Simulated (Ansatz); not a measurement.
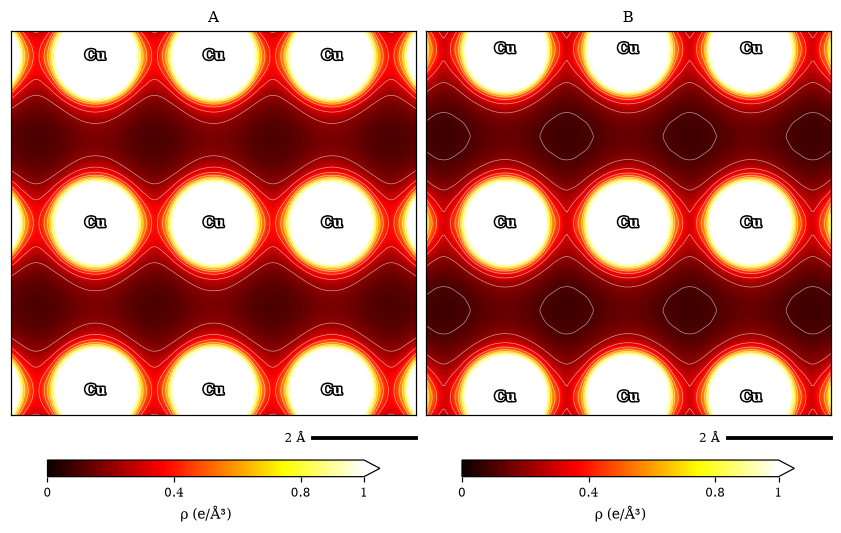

Cu. The valence pseudo-density of two cells that differ in size, on the (101) plane of each (indices in the axes of the calculation cell), at one length scale and on one colour scale: B has 13.6 Å³ an atom and A 12.1.

These are results of Ansatz 0.2.0, DFT, LDA (PW92), plane waves (420 eV) with PAW, scalar-relativistic, not measurements.

The density is the valence pseudo-density of a PAW calculation; it isn't the true density close to the nuclei.

The larger cell:

```xyz
1
Lattice="2.3873 0.0000 0.0000 0.0000 2.3873 0.0000 0.0000 0.0000 2.3873" Properties=species:S:1:pos:R:3 pbc="T T T"
Cu    0.0000    0.0000    0.0000
```

The smaller cell: a = 2.295 Å, b = 2.295 Å, c = 2.295 Å, α = 90.00°, β = 90.00°, γ = 90.00°.

**What does the compression do to the bonding and the properties?**

From the larger cell to the smaller, Cu–Cu goes from 2.39 to 2.30 Å, and the density at its midpoint from 0.3 to 0.38 e/Å³; the pressure goes from −9 to 6 GPa.
